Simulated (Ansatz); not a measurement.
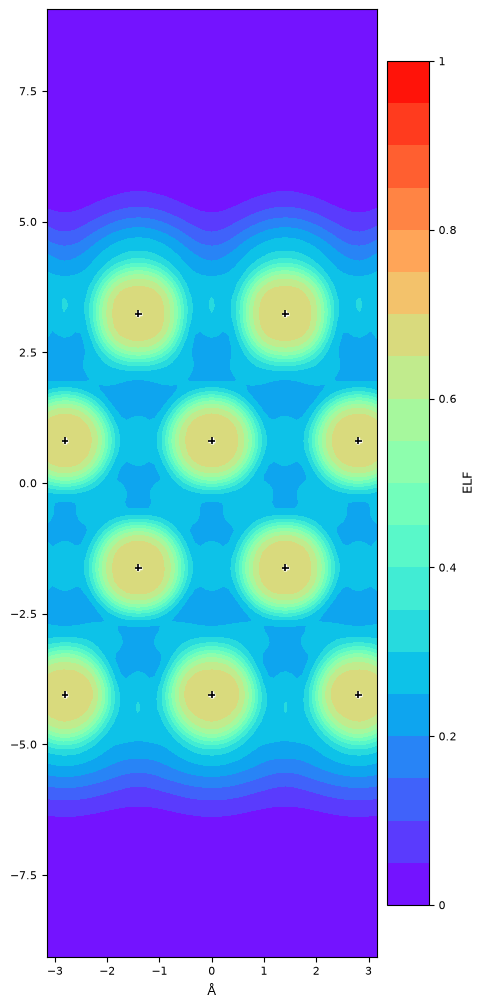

The ELF on a plane through atoms (crosses mark nuclei in the plane).

Theory: DFT PBE, scalar-relativistic, plane waves, PAW (Ansatz).

Candidates:
A. W (slab), a = 3.18 Å, b = 3.18 Å, c = 24.55 Å, α = 90.00°, β = 90.00°, γ = 90.00°. 
B. Pt (slab), a = 2.81 Å, b = 6.88 Å, c = 24.72 Å, α = 90.00°, β = 90.00°, γ = 90.00°. Not relaxed (largest force 0.9 eV/Å).
C. Ta (slab), a = 3.32 Å, b = 3.32 Å, c = 24.96 Å, α = 90.00°, β = 90.00°, γ = 90.00°. Computed without spin polarisation.

**Which candidate gave the map?**

Candidate B: Pt on the (010) plane of the calculation cell, a cut from vacuum to vacuum, which holds Pt. Pt–Pt (2.81 Å): the ELF is about 0.30 at the midpoint (no localised pair shows between them).
